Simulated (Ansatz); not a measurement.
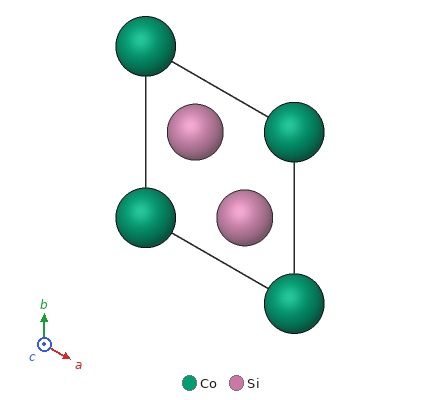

CoSi2 (P6/mmm, No. 191): the geometry relaxed with DFT PBEsol, scalar-relativistic, plane waves, PAW (Ansatz); the starting structure was generated, so it need not be a known form of this composition.

```xyz
3
Lattice="4.1111 0.0000 0.0000 -2.0556 3.5603 0.0000 0.0000 0.0000 2.4909" Properties=species:S:1:pos:R:3 pbc="T T T"
Co    0.0000    0.0000    0.0000
Si    0.0000    2.3736    1.2454
Si    2.0556    1.1868    1.2454
```

Q: What will a dark-field STEM-like image along [001] show? Simulated incoherent Z contrast: every atom adds Z^1.7 spread by a probe of 1.30 Å full width; channelling and multiple scattering are left out. The probe carries 25 % of its weight in a tail 2.5 times as wide. Shot noise was added.

A: The columns repeat on a hexagonal net with a repeat of 4.11 Å (plane group p6mm). The brightest columns hold 1 Co per repeat; in falling brightness follow 1 Si (about 30 %). Brightness is counted from the darkest point of the image. The shortest distance between visible columns is 2.37 Å in projection. Along the beam the structure repeats every 2.49 Å.

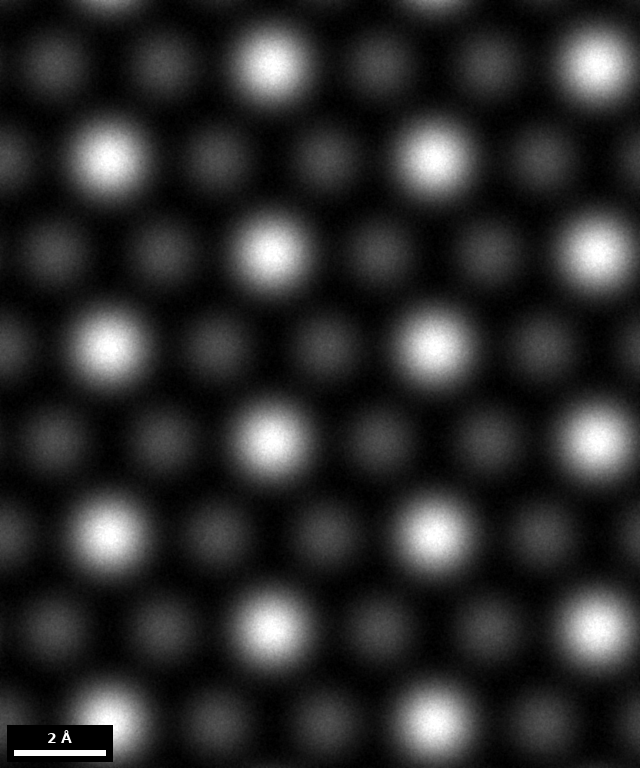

The simulated image.
